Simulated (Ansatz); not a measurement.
```
Ti O
1.0
     4.51500    0.00000    0.00000
     0.00000    5.49700    0.00000
     0.00000    0.00000    4.93900
Ti O
4 8
Direct
  0.00000 0.17453 0.25000
  0.50000 0.32547 0.75000
  0.00000 0.82547 0.75000
  0.50000 0.67453 0.25000
  0.27040 0.38191 0.41969
  0.22960 0.11809 0.91969
  0.77040 0.11809 0.58031
  0.72960 0.38191 0.08031
  0.72960 0.61809 0.58031
  0.77040 0.88191 0.08031
  0.22960 0.88191 0.41969
  0.27040 0.61809 0.91969
```

Space group Pbcn; computed pressure about 5 GPa in this cell; computed without spin polarisation.

These are results of Ansatz, DFT, PBE, plane-wave PAW, default files, scalar-relativistic, not measurements.

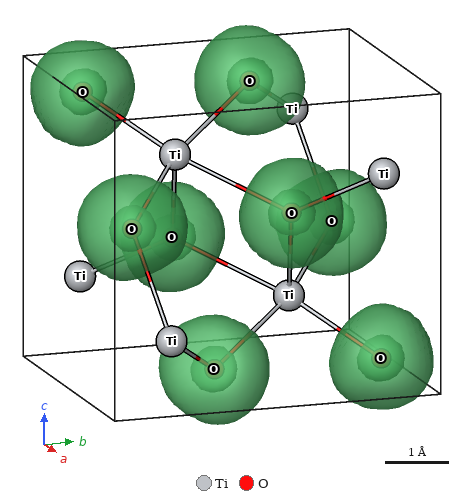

TiO₂. Isosurface of the ELF at 0.7 (green), seen slightly off an axis. Only the valence region is drawn (cores and ρ < 0.01 e/Å³ removed). Sticks mark near contacts.

In a PAW calculation such maps are meaningful between the atoms, not at the nuclei.

Identify the bonds, lone pairs and shells in this picture.

Answer. The surface consists of eight regions wrapped around O (the valence shell of each), counted in one cell of 12 atoms. Any copies at cell faces, edges or corners count once. Along the contacts the grid gives the following. Ti–O (1.87 Å): the ELF peaks at about 0.80 in the valence shell of O, 0.6 Å from its nucleus, and is about 0.25 at the midpoint; no localised pair shows between them. Ti–O (1.96 Å): the ELF peaks at about 0.85 in the valence shell of O, 0.6 Å from its nucleus, and is about 0.20 at the midpoint: no shared electron pair shows on this line.
